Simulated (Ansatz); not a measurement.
```
CELL_PARAMETERS angstrom
4.25442 0.00000 0.00000
-2.12721 3.68444 0.00000
0.00000 0.00000 30.49701
ATOMIC_POSITIONS crystal
Bi 0.33333 0.66667 0.06667
Bi 0.00000 0.00000 0.40000
Bi 0.66667 0.33333 0.73333
Bi 0.33333 0.66667 0.26667
Bi 0.00000 0.00000 0.60000
Bi 0.66667 0.33333 0.93333
Te 0.00000 0.00000 0.00000
Te 0.66667 0.33333 0.33333
Te 0.33333 0.66667 0.66667
Te 0.00000 0.00000 0.20950
Te 0.66667 0.33333 0.54283
Te 0.33333 0.66667 0.87617
Te 0.66667 0.33333 0.12383
Te 0.33333 0.66667 0.45717
Te 0.00000 0.00000 0.79050
```

Space group R-3m; changed on purpose from its base cell (equal xx and yy strain of -3 %, PAW files); not relaxed (largest force 0.3 eV/Å); computed pressure about 6 GPa in this cell.

Level of theory: DFT, PBE, PAW with Ansatz's default frozen-core files, scalar-relativistic in Ansatz.

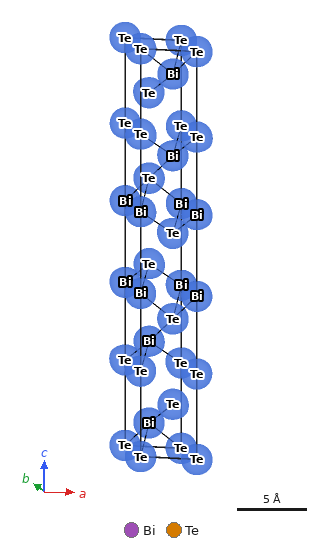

Bi2Te3. Isosurface of the valence pseudo-density at 0.4 e/Å³ (blue), seen slightly off an axis. Sticks mark near contacts.

The density is the valence pseudo-density of a PAW calculation; it isn't the true density close to the nuclei.

What does this surface tell about the bonding?

Answer. At this value the density breaks into separate islands; it holds about 80 % of the electrons treated as valence (semicore included). It bridges none of the near contacts. It is pinched off along the sampled Bi–Te (3.01 Å) and Bi–Te (3.19 Å) contacts. On the grid the lowest density along these lines, outside the cores, is 0.31 e/Å³ (Bi–Te, 3.01 Å) and 0.22 e/Å³ (Bi–Te, 3.19 Å).
